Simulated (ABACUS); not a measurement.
# CoO: geometry relaxation (part 1 of 2)

System: CoO (2 atoms in the cell).
Method: Kohn-Sham DFT of a periodic cell, PBE, GBRV ultrasoft 1.5 PBE, spin-polarised (ABACUS 3.10.1).

The structure derives from an entry of the Crystallography Open Database.

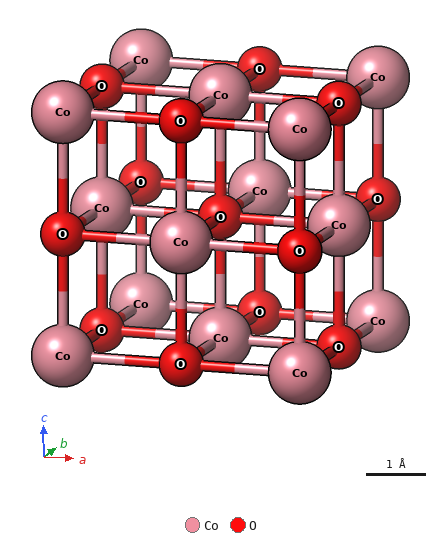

*The starting structure (ball-and-stick view of the cell 4 times as large as that of the calculation, set on its symmetry axes, seen slightly off an axis).*

Near neighbours in the crystal (not all of them lie inside the picture): Co has 6 O at 2.13 Å; O has 6 Co at 2.13 Å.

The input
```python
"""Relaxation by an ASE optimiser with ABACUS as a small file-based calculator."""
import re
import subprocess
import numpy as np
from ase.calculators.calculator import Calculator, all_changes
from ase.filters import FrechetCellFilter
from ase.io import read
from ase.optimize import BFGSLineSearch
from ase.stress import full_3x3_to_voigt_6_stress
from ase.units import Bohr, GPa

atoms = read("CoO.cif")
atoms = atoms[(-atoms.numbers).argsort(kind="stable")]  # ABACUS lists atoms element by element
pseudo = {'Co': 'co_pbe_v1.2.uspp.F.UPF', 'O': 'o_pbe_v1.2.uspp.F.UPF'}
orbital = {}
magmoms = [2.0, 0.0]
kmesh = [9, 9, 9]
params = {
    'suffix': 'CoO',
    'calculation': 'scf',
    'basis_type': 'pw',
    'pseudo_dir': './',
    'symmetry': 1,
    'dft_functional': 'pbe',
    'ecutwfc': 40,
    'pseudo_rcut': 10,
    'nspin': 2,
    'nbands': 17,
    'ks_solver': 'dav',
    'smearing_method': 'fd',
    'smearing_sigma': 0.00367493,
    'scf_thr': 1e-08,
    'scf_nmax': 100,
    'mixing_type': 'broyden',
    'mixing_beta': 0.4,
    'cal_force': 1,
    'cal_stress': 1,
    'ecutrho': 320,
    'kpar': 4,
}


def write_input(atoms):
    symbols = atoms.get_chemical_symbols()
    elements = list(dict.fromkeys(symbols))
    lines = ["ATOMIC_SPECIES"] + [f"{e} {atoms.get_masses()[symbols.index(e)]:.4f} {pseudo[e]}" for e in elements]
    if orbital:
        lines += ["", "NUMERICAL_ORBITAL"] + [orbital[e] for e in elements]
    lines += ["", "LATTICE_CONSTANT", f"{1 / Bohr:.10f}", "", "LATTICE_VECTORS"]
    lines += [" ".join(f"{x:.10f}" for x in v) for v in atoms.cell]
    lines += ["", "ATOMIC_POSITIONS", "Direct"]
    for e in elements:
        lines += ["", e, "0.0", str(symbols.count(e))]
        for i, p in enumerate(atoms.get_scaled_positions(wrap=False)):
            if symbols[i] == e:
                mag = "" if magmoms is None else " mag " + " ".join(str(x) for x in (magmoms[i] if isinstance(magmoms[i], list) else [magmoms[i]]))
                lines.append(" ".join(f"{x:.10f}" for x in p) + " 1 1 1" + mag)
    open("STRU", "w").write("\n".join(lines) + "\n")
    open("KPT", "w").write("K_POINTS\n0\nGamma\n%d %d %d 0 0 0\n" % tuple(kmesh))
    open("INPUT", "w").write("INPUT_PARAMETERS\n" + "".join(f"{k:<20s}{v}\n" for k, v in params.items()))


class Abacus(Calculator):
    implemented_properties = ["energy", "free_energy", "forces", "stress"]

    def calculate(self, atoms=None, properties=("energy",), system_changes=all_changes):
        super().calculate(atoms, properties, system_changes)
        write_input(self.atoms)
        subprocess.run(['mpirun', '-np', '4', 'abacus'], check=True)
        log = open("OUT.CoO/running_scf.log").read()
        if "charge density convergence is achieved" not in log:
            raise RuntimeError("SCF not converged")
        rows = lambda title, n: np.array([l.split()[-3:] for l in log.split(title)[-1].split("\n")[2:2 + n]], float)
        energy = float(re.findall(r"FINAL_ETOT_IS (\S+)", log)[-1])
        stress = -rows("TOTAL-STRESS", 3) / 10 * GPa  # ABACUS prints kbar, compression positive
        self.results = dict(energy=energy, free_energy=energy, forces=rows("TOTAL-FORCE", len(self.atoms)), stress=full_3x3_to_voigt_6_stress(stress))


atoms.calc = Abacus()
opt = BFGSLineSearch(FrechetCellFilter(atoms), logfile="opt.log", trajectory="relax.traj")
print("optimiser converged:", opt.run(fmax=0.02, steps=60))
```

File CoO.cif
```
data_CoO
_cell_length_a 3.01439621
_cell_length_b 3.01439621
_cell_length_c 3.01439621
_cell_angle_alpha 60.00000000
_cell_angle_beta 60.00000000
_cell_angle_gamma 60.00000000
_space_group_name_H-M_alt 'P1'
_space_group_name_Hall 'P 1'
_space_group_IT_number 1
loop_
_space_group_symop_operation_xyz
'x,y,z'
loop_
_atom_site_label
_atom_site_type_symbol
_atom_site_symmetry_multiplicity
_atom_site_Wyckoff_symbol
_atom_site_fract_x
_atom_site_fract_y
_atom_site_fract_z
_atom_site_occupancy
Co1 Co 1 a 0.0000000000 0.0000000000 0.0000000000 1
O1 O 1 a 0.5000000000 0.5000000000 0.5000000000 1
```

File INPUT
```
INPUT_PARAMETERS
suffix              CoO
calculation         scf
basis_type          pw
pseudo_dir          ./
symmetry            1
dft_functional      pbe
ecutwfc             40
pseudo_rcut         10
nspin               2
nbands              17
ks_solver           dav
smearing_method     fd
smearing_sigma      0.00367493
scf_thr             1e-08
scf_nmax            100
mixing_type         broyden
mixing_beta         0.4
cal_force           1
cal_stress          1
ecutrho             320
kpar                4
```

File STRU
```
ATOMIC_SPECIES
Co 58.9332 co_pbe_v1.2.uspp.F.UPF
O 15.9990 o_pbe_v1.2.uspp.F.UPF

LATTICE_CONSTANT
1.8897261258

LATTICE_VECTORS
3.0073893386 0.0000000000 0.0000000000
1.5036946693 2.6044755663 -0.0000000000
1.5036946693 0.8681585221 2.4555231125

ATOMIC_POSITIONS
Direct

Co
0.0
1
0.0000000000 0.0000000000 0.0000000000 1 1 1 mag 2.0

O
0.0
1
0.5000000000 0.5000000000 0.5000000000 1 1 1 mag 0.0
```

File KPT
```
K_POINTS
0
Gamma
9 9 9 0 0 0
```

Launch command:
```bash
OMP_NUM_THREADS=1 python run_abacus.py > log
```

What the program printed
```
ABACUS v3.10.1

               Atomic-orbital Based Ab-initio Computation at UStc

 ------------------------------------------------------------------------------------

 READING GENERAL INFORMATION
                           global_out_dir = OUT.CoO/
                           global_in_card = INPUT
                               pseudo_dir = ./
                              orbital_dir =
                                    DSIZE = 4
                                    GSIZE = 1

 READING UNITCELL INFORMATION
                                    ntype = 2
                  lattice constant (Bohr) = 1.88973
              lattice constant (Angstrom) = 1

 READING ATOM TYPE 1
                               atom label = Co
                      L=0, number of zeta = 1
                      L=1, number of zeta = 1
                      L=2, number of zeta = 1
             number of atom for this type = 1
               magnetization of element 1 = 2

 READING ATOM TYPE 2
                               atom label = O
                      L=0, number of zeta = 1
                      L=1, number of zeta = 1
                      L=2, number of zeta = 1
             number of atom for this type = 1
               magnetization of element 2 = 0

                        TOTAL ATOM NUMBER = 2
DIRECT COORDINATES
    atom                   x                   y                   z     mag                  vx                  vy                  vz
taud_Co1            0.0000000000        0.0000000000        0.0000000000  2.0000        0.0000000000        0.0000000000        0.0000000000
taud_O1            0.5000000000        0.5000000000        0.5000000000  0.0000        0.0000000000        0.0000000000        0.0000000000

                          Volume (Bohr^3) = 129.793
                             Volume (A^3) = 19.2333

 Lattice vectors: (Cartesian coordinate: in unit of a_0)
             +3.00739                  +0                  +0
             +1.50369            +2.60448                  -0
             +1.50369           +0.868159            +2.45552
 Reciprocal vectors: (Cartesian coordinate: in unit of 2 pi/a_0)
            +0.332514           -0.191977           -0.135748
                   -0           +0.383954           -0.135748
                   -0                  +0           +0.407245
 The esolver type has been set to : ksdft_pw

                PAO radial cut off (Bohr) = 10

 Read in pseudopotential file is co_pbe_v1.2.uspp.F.UPF
                     pseudopotential type = US
          exchange-correlation functional = PBE
                 nonlocal core correction = 1
                        valence electrons = 17
                                     lmax = 2
                           number of zeta = 5
                     number of projectors = 6
                           L of projector = 0
                           L of projector = 0
                           L of projector = 1
                           L of projector = 1
                           L of projector = 2
                           L of projector = 2
                PAO radial cut off (Bohr) = 10

 Read in pseudopotential file is o_pbe_v1.2.uspp.F.UPF
                     pseudopotential type = US
          exchange-correlation functional = PBE
                 nonlocal core correction = 1
                        valence electrons = 6
                                     lmax = 2
                           number of zeta = 2
                     number of projectors = 5
                           L of projector = 0
                           L of projector = 0
                           L of projector = 1
                           L of projector = 1
                           L of projector = 2
     initial pseudo atomic orbital number = 17
 The readin total magnetization is 2

 SETUP THE ELECTRONS NUMBER
            electron number of element Co = 17
      total electron number of element Co = 17
             electron number of element O = 6
       total electron number of element O = 6
            AUTOSET number of electrons:  = 23
                           occupied bands = 12
                                   NBANDS = 17
                                   NLOCAL = 18

%%%%%%%%%%%%%%%%%%%%%%%%%%%%%%%%%%%%%%%%%%%%%%%%%%%%%%%%%%%%%%%%%%%%%%%%%%%%%%%%%%%%%%%%%%%%%%%%%%%%%%%%%%
 Warning: the number of valence electrons in pseudopotential > 9 for Co: [Ar] 3d7 4s2
 Pseudopotentials with additional electrons can yield (more) accurate outcomes, but may be less efficient.
 If you're confident that your chosen pseudopotential is appropriate, you can safely ignore this warning.
%%%%%%%%%%%%%%%%%%%%%%%%%%%%%%%%%%%%%%%%%%%%%%%%%%%%%%%%%%%%%%%%%%%%%%%%%%%%%%%%%%%%%%%%%%%%%%%%%%%%%%%%%%

 SETUP THE PLANE WAVE BASIS
 energy cutoff for charge/potential (unit:Ry) = 160
            fft grid for charge/potential = [ 24, 24, 24 ]
                        fft grid division = [ 1, 1, 1 ]
        big fft grid for charge/potential = [ 36, 36, 36 ]
                                     nbxx = 46656
                                     nrxx = 13824

 SETUP PLANE WAVES FOR CHARGE/POTENTIAL
                    number of plane waves = 4477
                         number of sticks = 361

 PARALLEL PW FOR CHARGE/POTENTIAL
     PROC   COLUMNS(POT)             PW
        1            361           4477
 --------------- sum -------------------
        1            361           4477
                            number of |g| = 89
                                  max |g| = 14.3735
                                  min |g| = 0

 energy cutoff for dense charge/potential (unit:Ry) = 320
      fft grid for dense charge/potential = [ 36, 36, 36 ]
                                     nrxx = 46656

 SETUP PLANE WAVES FOR dense CHARGE/POTENTIAL
                    number of plane waves = 12507
                         number of sticks = 721

 PARALLEL PW FOR dense CHARGE/POTENTIAL
     PROC   COLUMNS(POT)             PW
        1            721          12507
 --------------- sum -------------------
        1            721          12507
                            number of |g| = 176
                                  max |g| = 28.9129
                                  min |g| = 0

----------- Double Check Mixing Parameters Begin ------------
mixing_type: broyden
mixing_beta: 0.4
mixing_gg0: 1
mixing_gg0_min: 0.1
mixing_beta_mag: 1.6
mixing_gg0_mag: 0
mixing_ndim: 8
----------- Double Check Mixing Parameters End ------------

 LATTICE VECTORS: (CARTESIAN COORDINATE: IN UNIT OF A0)
             +3.00739                  +0                  +0
             +1.50369            +2.60448                  -0
             +1.50369           +0.868159            +2.45552
                       right hand lattice = 1
                                   NORM_A = 3.00739
                                   NORM_B = 3.00739
                                   NORM_C = 3.00739
                           ALPHA (DEGREE) = 60
                           BETA  (DEGREE) = 60
                           GAMMA (DEGREE) = 60

 The lattice vectors have been changed (STRU_SIMPLE.cif)

(for optimal symmetric configuration:)
                             BRAVAIS TYPE = 3
                     BRAVAIS LATTICE NAME = 03. Cubic F (face-centered)
                                    ibrav = 3
                                    IBRAV = 3
                                  BRAVAIS = FACE CENTERED CUBIC
                       LATTICE CONSTANT A = 4.25309
Original cell was already a primitive cell.
                        ROTATION MATRICES = 48
              PURE POINT GROUP OPERATIONS = 48
                   SPACE GROUP OPERATIONS = 48
                              POINT GROUP = O_h
               POINT GROUP IN SPACE GROUP = O_h

 SETUP K-POINTS
                                    nspin = 2
                   Input type of k points = Monkhorst-Pack(Gamma)
                                   nkstot = 729
                       right hand lattice = 1
(for reciprocal lattice: )
                             BRAVAIS TYPE = 2
                     BRAVAIS LATTICE NAME = 02. Cubic I (body-centered)
                                    ibrav = 2
                       right hand lattice = 1
(for k-lattice: )
                             BRAVAIS TYPE = 2
                     BRAVAIS LATTICE NAME = 02. Cubic I (body-centered)
                                    ibrav = 2
                       right hand lattice = 1
                        ROTATION MATRICES = 48
                               nkstot_ibz = 35
K-POINTS REDUCTION ACCORDING TO SYMMETRY
     IBZ    DIRECT_X    DIRECT_Y    DIRECT_Z  WEIGHT  ibz2bz
       1  0.00000000  0.00000000  0.00000000  0.0014       0
       2  0.11111111  0.11111111  0.11111111  0.0110       1
       3  0.22222222  0.22222222  0.22222222  0.0110       2
       4  0.33333333  0.33333333  0.33333333  0.0110       3
       5  0.44444444  0.44444444  0.44444444  0.0110       4
       6  0.11111111  0.11111111  0.00000000  0.0082      10
       7  0.22222222  0.22222222  0.11111111  0.0329      11
       8  0.33333333  0.33333333  0.22222222  0.0329      12
       9  0.44444444  0.44444444  0.33333333  0.0329      13
      10 -0.44444444  0.44444444  0.44444444  0.0329      14
      11  0.44444444  0.33333333  0.33333333  0.0329      15
      12  0.22222222  0.22222222  0.33333333  0.0329      16
      13  0.22222222  0.11111111  0.11111111  0.0165      17
      14  0.22222222  0.22222222  0.00000000  0.0082      20
      15  0.33333333  0.11111111  0.33333333  0.0329      21
      16  0.44444444  0.44444444  0.22222222  0.0329      22
      17 -0.33333333  0.44444444  0.44444444  0.0329      23
      18 -0.44444444  0.33333333  0.33333333  0.0329      24
      19  0.44444444  0.22222222  0.22222222  0.0165      25
      20  0.33333333  0.33333333  0.00000000  0.0082      30
      21  0.44444444  0.44444444  0.11111111  0.0329      31
      22 -0.22222222  0.44444444  0.44444444  0.0329      32
      23 -0.33333333  0.33333333  0.33333333  0.0165      33
      24  0.44444444  0.44444444  0.00000000  0.0082      40
      25 -0.11111111  0.44444444  0.44444444  0.0165      41
      26  0.33333333  0.11111111  0.22222222  0.0329     102
      27  0.44444444  0.33333333  0.22222222  0.0658     103
      28 -0.44444444  0.44444444  0.33333333  0.0658     104
      29  0.44444444  0.33333333  0.11111111  0.0329     112
      30 -0.44444444  0.44444444  0.22222222  0.0658     113
[... 5 further k points ...]

                               nkstot now = 35
[... K-POINTS DIRECT COORDINATES: 35 rows ...]

           k-point number in this process = 9
       minimum distributed K point number = 8
[... stars of the k points ...]
                             nks(nspin=2) = 18
                          nkstot(nspin=2) = 70

[... K-POINTS CARTESIAN COORDINATES: 18 rows ...]

[... K-POINTS DIRECT COORDINATES: 18 rows ...]

 SETUP PLANE WAVES FOR WAVE FUNCTIONS
     energy cutoff for wavefunc (unit:Ry) = 40
              fft grid for wave functions = [ 24, 24, 24 ]
                    number of plane waves = 725
                         number of sticks = 109

 PARALLEL PW FOR WAVE FUNCTIONS
     PROC   COLUMNS(POT)             PW
        1            109            725
 --------------- sum -------------------
        1            109            725

 SETUP NONLOCAL PSEUDOPOTENTIALS IN PLANE WAVE BASIS
 Co non-local projectors:
 projector 1 L=0
 projector 2 L=0
 projector 3 L=1
 projector 4 L=1
 projector 5 L=2
 projector 6 L=2
 O non-local projectors:
 projector 1 L=0
 projector 2 L=0
 projector 3 L=1
 projector 4 L=1
 projector 5 L=2
      TOTAL NUMBER OF NONLOCAL PROJECTORS = 31

 Init Non-Local PseudoPotential table :
 Init Non-Local-Pseudopotential done.

                                     npwx = 562

 Make real space PAO into reciprocal space.
       max mesh points in Pseudopotential = 685
     dq(describe PAO in reciprocal space) = 0.01
                                    max q = 763

 number of pseudo atomic orbitals for Co is 5
WARNING: norm of atomic wavefunction # 4 of atomic type Co is 0.999997, renormalized
WARNING: norm of atomic wavefunction # 5 of atomic type Co is 0.999802, renormalized

 number of pseudo atomic orbitals for O is 2

 -------------------------------------------
 SELF-CONSISTENT
 -------------------------------------------
                                 init_chg = atomic

 PW ALGORITHM --------------- ION=   1  ELEC=   1--------------------------------

          total magnetism (Bohr mag/cell) = 2.52441
       absolute magnetism (Bohr mag/cell) = 2.55866
                        nelec for spin up = 12.7622
                      nelec for spin down = 10.2378

 Density error is 7.29154462728
                          Error Threshold = 0.01
----------------------------------------------------------
     Energy           Rydberg                 eV
----------------------------------------------------------
 E_KohnSham     -327.8075255572      -4460.0501948587
 E_Harris       -373.8513650324      -5086.5087695190
 E_Fermi        1.4887893304         20.2560180151
----------------------------------------------------------

 PW ALGORITHM --------------- ION=   1  ELEC=   2--------------------------------
          total magnetism (Bohr mag/cell) = 0.22177789486
       absolute magnetism (Bohr mag/cell) = 0.230938948666
                        nelec for spin up = 11.6108889474
                      nelec for spin down = 11.3891110526

 Density error is 13.4414302315
                          Error Threshold = 0.01
```
